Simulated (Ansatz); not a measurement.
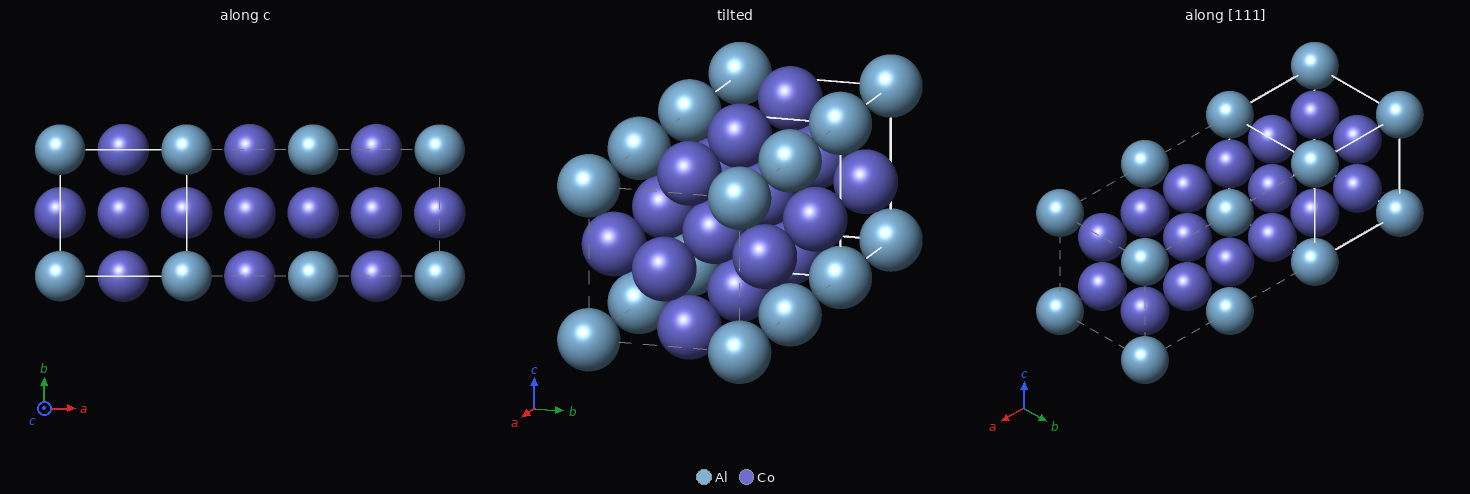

Shown here is a spheres-only view of the crystal, taken along the c axis, slightly off an axis and along [111]. A 3×1×1 array of cells is drawn; the conventional unit cell has the solid edges. Cell: a = 3.575 Å, b = 3.575 Å, c = 3.575 Å, α = 90.00°, β = 90.00°, γ = 90.00°.

The formula is AlCo$_{3}$. The symmetry is that of Pm-3m (No. 221), on a primitive cubic lattice. Type of structure: Cu₃Au (L1₂) type. The cell has 4 atoms, namely 1 Al, 3 Co. Al is linked to twelve Co in a cuboctahedral arrangement at about 2.5 Å. Co sits among eight Co and four Al in a cuboctahedral arrangement (about 2.5 Å to Co, 2.5 Å to Al).

It derives from a structure listed in the Materials Project. Earlier steps of the study, as a rule a relaxation of our own, may have changed the cell and positions, so they can lie some per cent off the listed ones. It went into a calculation with Ansatz.

At this level of theory the run's own cell isn't at rest (compressed, at 8 GPa), so its distances can differ from those at equilibrium, the more so the softer the solid.
